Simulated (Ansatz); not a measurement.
Run report: BN, geometry relaxation (part 2 of 2)

The same run, continued: BN (P6₃/mmc, 4 atoms in the cell); DFT PBE+D3(BJ), scalar-relativistic, plane waves, PAW, no spin polarisation (Ansatz 0.2.0); cutoff 420 eV, 12×12×4 k-mesh, Gaussian smearing of 0.02 eV. The structure derives from an entry of the Crystallography Open Database.

Geometry of the input (Å; fractional positions):
```
2.5040  0.0000  0.0000
-1.2520  2.1685  0.0000
0.0000  0.0000  6.6612
B  0.3333  0.6667  0.2500
B  0.6667  0.3333  0.7500
N  0.3333  0.6667  0.7500
N  0.6667  0.3333  0.2500
```

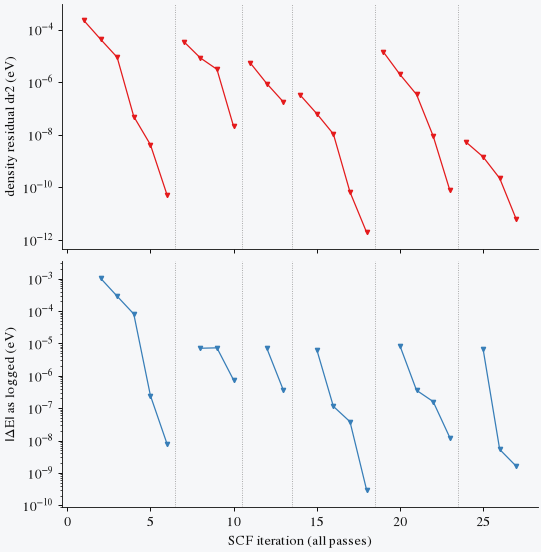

Convergence of the self-consistent field: density residual dr2 and size of the energy change against the SCF iteration. The dotted lines part the SCF passes of the relaxation: geometry steps, rejected trials and re-solves on a re-selected basis. The 6 passes take 3 to 6 iterations each, 27 in all.

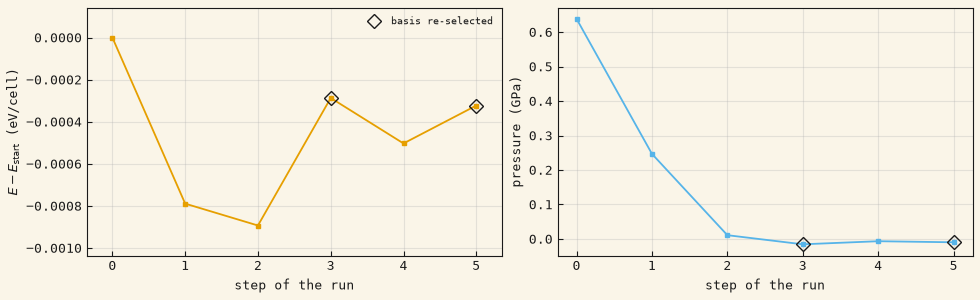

Progress of the relaxation, step by step (the first geometry is step 0 here and step 1 in the log).

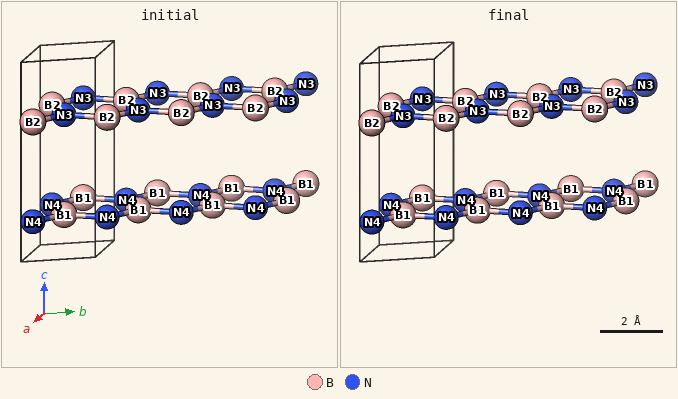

Before (left) and after (right) the relaxation, at one scale (ball-and-stick view of the cell of the calculation, repeated 2 × 4 × 1, seen slightly off an axis). No atom moves by more than 0.005 Å relative to the cell. The drawn cell changes as follows: a = b 2.504 → 2.506 Å (+0.1 %), c 6.661 → 6.617 Å (−0.7 %); the volume changes by −0.5 %. The space group stays P6_3/mmc (No. 194). After 3 geometry steps the energy has fallen by 0.5 meV per cell of the calculation. All forces vanish by symmetry, so only the cell relaxes. The pressure goes from 0.64 to −0.01 GPa. 1 further SCF at an unchanged geometry re-selected the plane-wave basis for the new cell. The energy change given includes the shifts at the re-selections in mid-walk, which come without any move. A last SCF at the same geometry on a re-selected plane-wave basis shifts the energy by +0.2 meV per cell of the calculation. (Atoms are counted from 1 in the order of the input.)

```
basis re-selected at this cell: Δ(F+E_penalty+E_count) = +1.800e-4 eV, ΔP = -0.003 GPa vs the last step (what re-selecting the basis moved, of the pressure what is left beyond the Pulay correction that the steps carried, after the strain that the cell walked since its last selection, with what the two solves' SCF thresholds leave and, on support functions, any second-order correction that the steps lacked; it is no measure of the basis error at this ecutwfc). This SCF's stress stands 1.74e-2 GPa from its target on what of the cell is left free (relax.cell.stress_tol is 5.00e-2 GPa) and its largest allowed force component is 9.24e-16 eV/Å (relax.f_tol is 5.00e-3 eV/Å): within both
SCF converged after 4 iterations
Free energy (F): -1085.372215 eV
Harris-Foulkes:  -1085.372215 eV  (|F-HF|=9.78e-12)
Internal energy: -1085.372215 eV  (E = F + TS)
E sigma→0 (E₀):  -1085.372215 eV
Fermi energy:    6.901610 eV
--- Per-component energies (eV) ---
  E_band       = -37.515339
  E_kinetic    = 366.653029
  E_local      = -688.980070  (includes V_loc(G=0)·N_el)
  E_nonlocal   = 115.601218
  E_hartree    = 221.822657
  E_xc         = -184.394112
  E_vxc        = -228.774214  (∫ρ·V_xc dr)
  E_paw        = -413.613343  (= ΣΔE_a)
  E_vpaw       = -45.660869  (= ΣTr[D̂ρ^β])
  E_aug_tail   = 0.000205  (compensation charges beyond the density's cutoff)
  E_ewald      = -501.895784
  E_disp       = -0.566016  (pairwise vdW)
  E_smearing   = -0.000000  (= −TS)
  E_closure    = 0.000000  (closes the sum)
  Σ components = -1085.372215   (vs F -1085.372215, Δ=0.00e0)
--- Forces (eV/Å), atoms counted from 1 ---
  atom   1  B      0.00000000    -0.00000000     0.00000000
  atom   2  B     -0.00000000     0.00000000     0.00000000
  atom   3  N      0.00000000    -0.00000000     0.00000000
  atom   4  N     -0.00000000     0.00000000     0.00000000
  max |Σ_I F_I| component: 1.53e-16 eV/Å
--- Stress (GPa, compression-positive) ---
       -0.005828      -0.000000      -0.000000
       -0.000000      -0.005828       0.000000
       -0.000000       0.000000      -0.017392
  P = ⅓ Tr σ = -0.0097 GPa (-0.097 kbar)
--- Band table (eV; the first three rows and the last of 57) ---
  k-point 0: bands = ["-13.0171", "-12.7145", "-1.4490", "0.7140", "3.4324", "3.4324", "3.4699", "3.4699", "10.0500", "15.1120", "16.3143", "16.3143"]
  k-point 1: bands = ["-12.9751", "-12.7613", "-1.1856", "0.3222", "3.4381", "3.4381", "3.4652", "3.4652", "10.7555", "14.2221", "16.3329", "16.3329"]
  k-point 2: bands = ["-12.8707", "-12.8707", "-0.4925", "-0.4925", "3.4514", "3.4514", "3.4514", "3.4514", "12.4285", "12.4285", "16.3771", "16.3771"]
  k-point 56: bands = ["-9.2094", "-9.2094", "-3.1106", "-3.1106", "-2.3812", "-2.3812", "4.7645", "4.7645", "9.4021", "9.4021", "16.7762", "16.7762"]
--- Relaxed structure (4 steps of the walk, 4 accepted, 2 SCFs on fresh bases) ---
  F+E_penalty+E_count = -1085.37221526 eV   max|allowed force component| = 9.240e-16 eV/Å   (the final SCF, on the basis selected at the relaxed cell)
  cell:  # Å, volume = 35.9994 Å³
    - [2.5064380920581497, 2.8895675540994463e-11, 0.0]
    - [-1.2532190460540995, 2.1706390607209096, 0.0]
    - [0.0, 0.0, 6.61684813913678]
  atoms:
    - { symbol: B, position: [0.3333333333333333, 0.6666666666666666, 0.24999999999999997] }
    - { symbol: B, position: [0.6666666666666666, 0.3333333333333333, 0.7499999999999999] }
    - { symbol: N, position: [0.3333333333333333, 0.6666666666666666, 0.7499999999999999] }
    - { symbol: N, position: [0.6666666666666666, 0.3333333333333333, 0.24999999999999997] }
```

**Trajectory as extended XYZ (Å, eV, eV/Å), 6 frames, from step=1 to step=6**
```
4
Lattice="2.5040 0.0000 0.0000 -1.2520 2.1685 0.0000 0.0000 0.0000 6.6612" Properties=species:S:1:pos:R:3:forces:R:3 step=1 energy=-1085.37189 pressure_GPa=0.64
B     0.0000    1.4457    1.6653    0.0000   0.0000   0.0000
B     1.2520    0.7228    4.9959    0.0000   0.0000   0.0000
N     0.0000    1.4457    4.9959    0.0000   0.0000   0.0000
N     1.2520    0.7228    1.6653    0.0000   0.0000   0.0000
4
Lattice="2.5055 0.0000 0.0000 -1.2528 2.1699 0.0000 0.0000 0.0000 6.6331" Properties=species:S:1:pos:R:3:forces:R:3 step=2 energy=-1085.37268 pressure_GPa=0.25
B     0.0000    1.4466    1.6583    0.0000   0.0000   0.0000
B     1.2528    0.7233    4.9748    0.0000   0.0000   0.0000
N     0.0000    1.4466    4.9748    0.0000   0.0000   0.0000
N     1.2528    0.7233    1.6583    0.0000   0.0000   0.0000
4
Lattice="2.5064 0.0000 0.0000 -1.2532 2.1706 0.0000 0.0000 0.0000 6.6261" Properties=species:S:1:pos:R:3:forces:R:3 step=3 energy=-1085.37279 pressure_GPa=0.01
B     0.0000    1.4471    1.6565    0.0000   0.0000   0.0000
B     1.2532    0.7235    4.9696    0.0000   0.0000   0.0000
N     0.0000    1.4471    4.9696    0.0000   0.0000   0.0000
N     1.2532    0.7235    1.6565    0.0000   0.0000   0.0000
4
Lattice="2.5064 0.0000 0.0000 -1.2532 2.1706 0.0000 0.0000 0.0000 6.6261" Properties=species:S:1:pos:R:3:forces:R:3 step=4 energy=-1085.37218 pressure_GPa=-0.02
B     0.0000    1.4471    1.6565    0.0000   0.0000   0.0000
B     1.2532    0.7235    4.9696    0.0000   0.0000   0.0000
N     0.0000    1.4471    4.9696    0.0000   0.0000   0.0000
N     1.2532    0.7235    1.6565    0.0000   0.0000   0.0000
4
Lattice="2.5064 0.0000 0.0000 -1.2532 2.1706 0.0000 0.0000 0.0000 6.6168" Properties=species:S:1:pos:R:3:forces:R:3 step=5 energy=-1085.37240 pressure_GPa=-0.01
B     0.0000    1.4471    1.6542    0.0000   0.0000   0.0000
B     1.2532    0.7235    4.9626    0.0000   0.0000   0.0000
N     0.0000    1.4471    4.9626    0.0000   0.0000   0.0000
N     1.2532    0.7235    1.6542    0.0000   0.0000   0.0000
4
Lattice="2.5064 0.0000 0.0000 -1.2532 2.1706 0.0000 0.0000 0.0000 6.6168" Properties=species:S:1:pos:R:3:forces:R:3 step=6 energy=-1085.37222 pressure_GPa=-0.01
B     0.0000    1.4471    1.6542    0.0000   0.0000   0.0000
B     1.2532    0.7235    4.9626    0.0000   0.0000   0.0000
N     0.0000    1.4471    4.9626    0.0000   0.0000   0.0000
N     1.2532    0.7235    1.6542    0.0000   0.0000   0.0000
```

**Results in brief**

| quantity | value |
| --- | --- |
| outcome | converged |
| space group (tolerance 0.01 Å) | P6₃/mmc (194) |
| electrons treated | 16 |
| free energy | −1085.3722 eV |
| Fermi energy | 6.902 eV |
| gap on the k-point mesh | 4.27 eV |
| pressure | −0.01 GPa |
| final volume | 36.00 Å³ |
| largest force (length of the vector) at the end | under 0.001 eV/Å |
| final cell | a = 2.506 Å, b = 2.506 Å, c = 6.617 Å, α = 90.00°, β = 90.00°, γ = 120.00° |
| wall time | 2.8 s (CPU time 8 s) |
| peak memory | 0.3 GiB |
